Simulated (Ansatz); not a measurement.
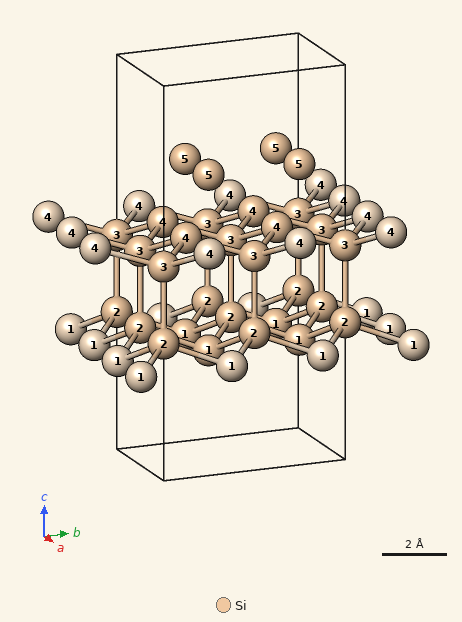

**Figure 1.** The structure (ball-and-stick view of the 2 × 2 repeat of the cell, with the vacuum cut short, seen slightly off an axis; neighbours outside the cell are drawn fainter; atoms are numbered from 1 in the order of the input).

## Run report: Si, single-point calculation (part 1 of 2)

The run: single-point calculation of Si (slab, 5 atoms in the cell). Method and program: DFT LDA, scalar-relativistic, plane waves, PAW, spin-polarised (Ansatz 0.2.0).

The structure derives from an entry of the Crystallography Open Database. Figures and captions count atoms from 1; the log counts them from 0 in places.

The input
```yaml
crystal:
  lattice:
    - [3.8197534856, 0.0, 0.0]
    - [-1.9098767428, 3.3080035547, 0.0]
    - [0.0, 0.0, 20.8774703619]
  atoms:
    - { symbol: Si, position: [0.3333333333, 0.6666666667, 0.1915940931] }
    - { symbol: Si, position: [0.0, 0.0, 0.2289407592] }
    - { symbol: Si, position: [0.0, 0.0, 0.3465910495] }
    - { symbol: Si, position: [0.6666666667, 0.3333333333, 0.3773191975] }
    - { symbol: Si, position: [1.3333333333, -0.3333333333, 0.4601836427], spin: 2.0 }
basis:
  ecutwfc: 420
kpoints:
  mp_grid: { grid: [9, 9, 1] }
hamiltonian:
  xc: lda
scf:
  occupations: { method: gaussian, width: 0.05 }
output:
  forces: true
  eigenvalues: true
  populations: true
  write_density: true
  write_potential: true
  elf: true
  volumetric_format: npy
magnetization:
  spin_polarized: true
efield:
  axis: 3
  dipole_correction: true
  ramp_width: 0.04
```

Command:
```bash
ansatz run input.yaml --threads 1 --pin off --max-ram 3072MiB --backend cpu --events-out ev --progress --plain --runs-dir out
```

What the program printed
```
Engine: ansatz 0.2.0, x86_64-unknown-linux-gnu
Pseudopotentials: kind: paw
Pseudopotential: Si, paw, valence charge 4, recommended cutoff 420 eV (normal), Si.paw.azcp
Functional definition: SPW92
  exchange = slater_x
  correlation = pw_c
Crystal: 5 atoms, lattice volume = 263.803 Å³
Basis set: ecut = 420 eV, 5169 PW (Γ)
Bands: 16, of which v1, the nominal top of the filled ones, is band 10 counted from 1 (9 counted from 0)
Symmetry: 6 space group operations
k-points: 12 of 81 (time reversal used)
Non-local potential: Si, projectors of the file, l = 0: 2, l = 1: 2, l = 2: 2
PAW form: soft (Blöchl's): semilocal exchange-correlation on the pseudo side does not see the compensation charge
PAW frozen core: Si, regenerated for the run's functional, and the local potential with it (the file was generated under x = pbe(κ = 0.804, μ = 0.2195149727645171), c = pbe(β = 0.06672455060314922))
PAW one-centre angular grid: Si, 110 points (default); XC on 64 Gauss nodes
Initial density: superposition of atomic densities (neutral atoms: chi_scale 0, normalization atom)
Starting moments: Σ|m| = 2 μB on 1 of 5 sites
Initial wavefunctions: pseudopotential atomic-orbital guess
Functional: x = slater, c = lda
SCF iter   1: F=—  HF=-3039.966886 eV  |F-HF|=—  |Δ(HF+E_count)|=         —  Δρ=1.84e-2 (↑1.84e-2 ↓1.34e-2)  dr2=7.93e0  dr2_m=2.49e-1  M=0.321 μB ∫|m|=0.680 μB  β_m=0.30  ethr=3.10e-3  p=0.000 e·Å  D=1.28e-9 V/Å  ΔV_dip=-0.00 eV  dr2_dipole=2.17e0  V_vac-E_F(+/−)=6.16/6.16 eV  ⟨swp⟩=9.9  Hψ=3245  notcnv=0
efield: sawtooth ramp at fractional position 0.8059 (placed from the atoms, in the widest stretch of the axis that holds none; the zero of the levels goes with the place), width 0.0400; the density the first Hamiltonian is built on has a dipole p = 0.000 e·Å; the dipole correction subtracts the counter field D = 1.28e-9 V/Å, which shifts the + side's vacuum level by -0.00 eV against the − side's; the planar-averaged density in the ramp window peaks in size at 7.3e-8 e/Å³
preconditioner: auto → none  [insulator: Δε(μ)=0.116 eV  Ē_g=7.540 eV  σ=0.050 eV  W_gap=0.61  n_scr=10 (ndim 8)  ℏωp=10.2 eV  f_vac=0.512  D(μ)=2.33/eV (n_scr^D=8)  ε∞_Penn≈2.8]
SCF iter   2: F=—  HF=-3057.205842 eV  |F-HF|=—  |Δ(HF+E_count)|=    1.72e1  Δρ=3.89e-2 (↑2.81e-2 ↓3.89e-2)  dr2=4.24e2  dr2_m=1.41e-1  M=0.531 μB ∫|m|=0.545 μB  β_m=0.30  ethr=3.10e-3  p=0.755 e·Å  D=5.18e-1 V/Å  ΔV_dip=-10.82 eV  dr2_dipole=2.19e2  V_vac-E_F(+/−)=-0.30/10.51 eV  ⟨swp⟩=11.2  Hψ=2246  notcnv=0  defer=35  κ⁻¹=1.0e0(r=1)
preconditioner: auto → LDOS  [metal: Δε(μ)=0.004 eV  Ē_g=7.240 eV  σ=0.050 eV  W_gap=0.04  n_scr=10 (ndim 8)  ℏωp=10.2 eV  f_vac=0.518  D(μ)=5.45/eV (n_scr^D=30)]
spin=Collinear: LDOS preconditioning applied to the charge; magnetization (m = ρ↑ − ρ↓) channel mixes plain (no charge-response kernel on spin).
SCF iter   3: F=—  HF=-3039.675353 eV  |F-HF|=—  |Δ(HF+E_count)|=    1.75e1  Δρ=9.55e-3 (↑9.55e-3 ↓8.18e-3)  dr2=1.41e0  dr2_m=4.66e-2  M=0.288 μB ∫|m|=0.471 μB  β_m=0.30  ethr=3.10e-3  p=0.039 e·Å  D=2.68e-2 V/Å  ΔV_dip=-0.56 eV  dr2_dipole=7.53e-2  V_vac-E_F(+/−)=5.51/6.07 eV  ⟨swp⟩=6.0  Hψ=1852  notcnv=0  defer=35  κ⁻¹=1.0e-4(r=2)
SCF iter   4: F=—  HF=-3039.428866 eV  |F-HF|=—  |Δ(HF+E_count)|=   2.46e-1  Δρ=4.30e-3 (↑3.14e-3 ↓4.30e-3)  dr2=1.75e-1  dr2_m=2.47e-2  M=0.268 μB ∫|m|=0.435 μB  β_m=0.30  ethr=3.10e-3  p=0.029 e·Å  D=1.99e-2 V/Å  ΔV_dip=-0.41 eV  dr2_dipole=4.26e-2  V_vac-E_F(+/−)=4.87/5.28 eV  ⟨swp⟩=4.5  Hψ=966  notcnv=0  defer=37  κ⁻¹=3.1e-5(r=3)
SCF iter   5: F=—  HF=-3039.437100 eV  |F-HF|=—  |Δ(HF+E_count)|=   8.23e-3  Δρ=3.02e-3 (↑2.78e-3 ↓3.02e-3)  dr2=3.24e-2  dr2_m=1.65e-2  M=0.202 μB ∫|m|=0.364 μB  β_m=0.30  ethr=8.75e-4  p=0.019 e·Å  D=1.33e-2 V/Å  ΔV_dip=-0.28 eV  dr2_dipole=6.54e-3  V_vac-E_F(+/−)=4.80/5.07 eV  ⟨swp⟩=1.5  Hψ=425  notcnv=0  defer=37  κ⁻¹=4.4e-6(r=4)
SCF iter   6: F=—  HF=-3039.449979 eV  |F-HF|=—  |Δ(HF+E_count)|=   1.29e-2  Δρ=2.34e-3 (↑1.79e-3 ↓2.34e-3)  dr2=3.87e-2  dr2_m=9.63e-3  M=0.194 μB ∫|m|=0.335 μB  β_m=0.30  ethr=1.62e-4  p=0.033 e·Å  D=2.28e-2 V/Å  ΔV_dip=-0.48 eV  dr2_dipole=1.92e-2  V_vac-E_F(+/−)=4.64/5.12 eV  ⟨swp⟩=3.0  Hψ=692  notcnv=0  defer=37  κ⁻¹=6.0e-7(r=5)
SCF iter   7: F=—  HF=-3039.457357 eV  |F-HF|=—  |Δ(HF+E_count)|=   7.38e-3  Δρ=1.73e-3 (↑1.65e-3 ↓1.73e-3)  dr2=2.26e-3  dr2_m=6.72e-3  M=0.143 μB ∫|m|=0.286 μB  β_m=0.47  ethr=1.62e-4  p=0.026 e·Å  D=1.81e-2 V/Å  ΔV_dip=-0.38 eV  dr2_dipole=6.05e-4  V_vac-E_F(+/−)=4.64/5.01 eV  ⟨swp⟩=1.0  Hψ=347  notcnv=0  defer=37
Mixer restart at iter 7: flushing history
spin-set hold released at iteration 7 (site moments contracting): the magnetisation degrees of freedom join the quasi-Newton model from the next iteration; the mixer history was flushed
SCF iter   8: F=—  HF=-3039.466224 eV  |F-HF|=—  |Δ(HF+E_count)|=   8.87e-3  Δρ=1.16e-3 (↑1.10e-3 ↓1.16e-3)  dr2=1.51e-3  dr2_m=2.99e-3  M=0.127 μB ∫|m|=0.246 μB  β_m=0.62  ethr=1.13e-5  p=0.027 e·Å  D=1.84e-2 V/Å  ΔV_dip=-0.38 eV  dr2_dipole=5.30e-4  V_vac-E_F(+/−)=4.61/4.99 eV  ⟨swp⟩=2.8  Hψ=591  notcnv=0  defer=37
density mixer auto → msr1: a metal under ldos (density of states about μ 0.98 of a free-electron gas's, 10 screened modes)
SCF iter   9: F=—  HF=-3039.474014 eV  |F-HF|=—  |Δ(HF+E_count)|=   7.79e-3  Δρ=3.60e-4 (↑1.42e-4 ↓3.60e-4)  dr2=3.05e-3  dr2_m=1.42e-4  M=0.066 μB ∫|m|=0.121 μB  β_m=0.63  ethr=7.55e-6  p=0.031 e·Å  D=2.12e-2 V/Å  ΔV_dip=-0.44 eV  dr2_dipole=1.37e-3  V_vac-E_F(+/−)=4.55/4.99 eV  ⟨swp⟩=2.4  Hψ=642  notcnv=0  defer=37
SCF iter  10: F=—  HF=-3039.474052 eV  |F-HF|=—  |Δ(HF+E_count)|=   3.74e-5  Δρ=2.42e-4 (↑1.89e-4 ↓2.42e-4)  dr2=1.67e-4  dr2_m=1.08e-4  M=0.060 μB ∫|m|=0.108 μB  β_m=0.81  ethr=7.55e-6  p=0.029 e·Å  D=2.00e-2 V/Å  ΔV_dip=-0.42 eV  dr2_dipole=2.69e-5  V_vac-E_F(+/−)=4.54/4.96 eV  ⟨swp⟩=1.0  Hψ=357  notcnv=0  defer=37
SCF iter  11: F=—  HF=-3039.474488 eV  |F-HF|=—  |Δ(HF+E_count)|=   4.37e-4  Δρ=1.21e-4 (↑1.00e-4 ↓1.21e-4)  dr2=1.13e-4  dr2_m=2.50e-5  M=0.035 μB ∫|m|=0.058 μB  β_m=0.81  ethr=8.35e-7  p=0.030 e·Å  D=2.07e-2 V/Å  ΔV_dip=-0.43 eV  dr2_dipole=3.91e-5  V_vac-E_F(+/−)=4.53/4.96 eV  ⟨swp⟩=2.0  Hψ=611  notcnv=0  defer=37
SCF iter  12: F=—  HF=-3039.474573 eV  |F-HF|=—  |Δ(HF+E_count)|=   8.43e-5  Δρ=7.26e-5 (↑7.26e-5 ↓5.54e-5)  dr2=4.28e-5  dr2_m=9.04e-6  M=0.023 μB ∫|m|=0.035 μB  β_m=0.87  ethr=5.67e-7  p=0.030 e·Å  D=2.05e-2 V/Å  ΔV_dip=-0.43 eV  dr2_dipole=1.41e-5  V_vac-E_F(+/−)=4.52/4.95 eV  ⟨swp⟩=2.8  Hψ=604  notcnv=0  defer=36
SCF iter  13: F=—  HF=-3039.474633 eV  |F-HF|=—  |Δ(HF+E_count)|=   6.07e-5  Δρ=3.91e-5 (↑3.41e-5 ↓3.91e-5)  dr2=9.06e-6  dr2_m=2.83e-6  M=0.014 μB ∫|m|=0.021 μB  β_m=0.77  ethr=2.14e-7  p=0.030 e·Å  D=2.07e-2 V/Å  ΔV_dip=-0.43 eV  dr2_dipole=2.94e-8  V_vac-E_F(+/−)=4.52/4.96 eV  ⟨swp⟩=2.6  Hψ=629  notcnv=0  defer=36
SCF iter  14: F=—  HF=-3039.474643 eV  |F-HF|=—  |Δ(HF+E_count)|=   1.00e-5  Δρ=2.35e-5 (↑2.00e-5 ↓2.35e-5)  dr2=1.34e-6  dr2_m=1.11e-6  M=0.009 μB ∫|m|=0.013 μB  β_m=0.89  ethr=4.53e-8  p=0.030 e·Å  D=2.07e-2 V/Å  ΔV_dip=-0.43 eV  dr2_dipole=6.19e-7  V_vac-E_F(+/−)=4.52/4.96 eV  ⟨swp⟩=2.4  Hψ=580  notcnv=0  defer=36
SCF iter  15: F=—  HF=-3039.474649 eV  |F-HF|=—  |Δ(HF+E_count)|=   5.32e-6  Δρ=1.20e-5 (↑9.77e-6 ↓1.20e-5)  dr2=1.02e-6  dr2_m=2.72e-7  M=0.004 μB ∫|m|=0.006 μB  β_m=0.94  ethr=6.68e-9  p=0.030 e·Å  D=2.07e-2 V/Å  ΔV_dip=-0.43 eV  dr2_dipole=5.23e-7  V_vac-E_F(+/−)=4.52/4.96 eV  ⟨swp⟩=2.2  Hψ=609  notcnv=0  defer=36
SCF iter  16: F=—  HF=-3039.474650 eV  |F-HF|=—  |Δ(HF+E_count)|=   1.39e-6  Δρ=2.82e-6 (↑2.63e-6 ↓2.82e-6)  dr2=6.66e-8  dr2_m=1.50e-8  M=0.001 μB ∫|m|=0.001 μB  β_m=0.93  ethr=5.00e-10  p=0.030 e·Å  D=2.06e-2 V/Å  ΔV_dip=-0.43 eV  dr2_dipole=2.18e-8  V_vac-E_F(+/−)=4.52/4.95 eV  ⟨swp⟩=21.6  Hψ=4490  notcnv=0
SCF iter  17: F=—  HF=-3039.474650 eV  |F-HF|=—  |Δ(HF+E_count)|=   5.70e-8  Δρ=9.52e-7 (↑5.91e-7 ↓9.52e-7)  dr2=2.41e-8  dr2_m=8.53e-10  M=0.000 μB ∫|m|=0.000 μB  β_m=0.87  ethr=3.33e-10  p=0.030 e·Å  D=2.06e-2 V/Å  ΔV_dip=-0.43 eV  dr2_dipole=1.03e-8  V_vac-E_F(+/−)=4.52/4.95 eV  ⟨swp⟩=9.2  Hψ=2461  notcnv=0
SCF iter  18: F=—  HF=-3039.474650 eV  |F-HF|=—  |Δ(HF+E_count)|=   1.60e-9  Δρ=3.29e-7 (↑2.17e-7 ↓3.29e-7)  dr2=4.86e-9  dr2_m=7.83e-11  M=0.000 μB ∫|m|=0.000 μB  β_m=0.84  ethr=1.21e-10  p=0.030 e·Å  D=2.06e-2 V/Å  ΔV_dip=-0.43 eV  dr2_dipole=2.14e-9  V_vac-E_F(+/−)=4.52/4.96 eV  ⟨swp⟩=8.0  Hψ=2157  notcnv=0
SCF iter  19: F=-3039.474650 eV  HF=-3039.474650 eV  |F-HF|=4.48e-10  |Δ(HF+E_count)|=  1.31e-10  Δρ=8.20e-8 (↑8.20e-8 ↓6.72e-8)  dr2=4.46e-10  dr2_m=3.06e-12  M=0.000 μB ∫|m|=0.000 μB  ethr=2.43e-11  p=0.030 e·Å  D=2.06e-2 V/Å  ΔV_dip=-0.43 eV  dr2_dipole=8.61e-11  V_vac-E_F(+/−)=4.52/4.96 eV  ⟨swp⟩=7.7  Hψ=1983  notcnv=0
SCF 1 converged in 19 iterations: F = -3039.474650 eV  dr2 = 4.46e-10
  greatest PAW one-centre occupation: 0.744 electrons in one spin orbital (limit 2), on the Si atom at site 4 (counted from 0), in its partial waves of l = 0
```

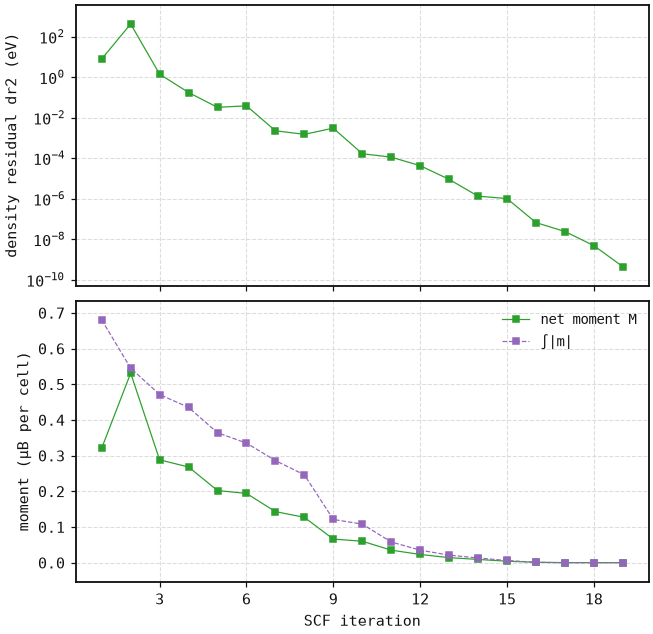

**Figure 2.** Convergence of the self-consistent field: density residual dr2 and magnetic moment against the SCF iteration. The residual falls unevenly and jumps up by a factor of two or more 2 times on the way down. The net moment goes from 0.3 to 0.0 μB per cell, and ∫|m| falls to zero.
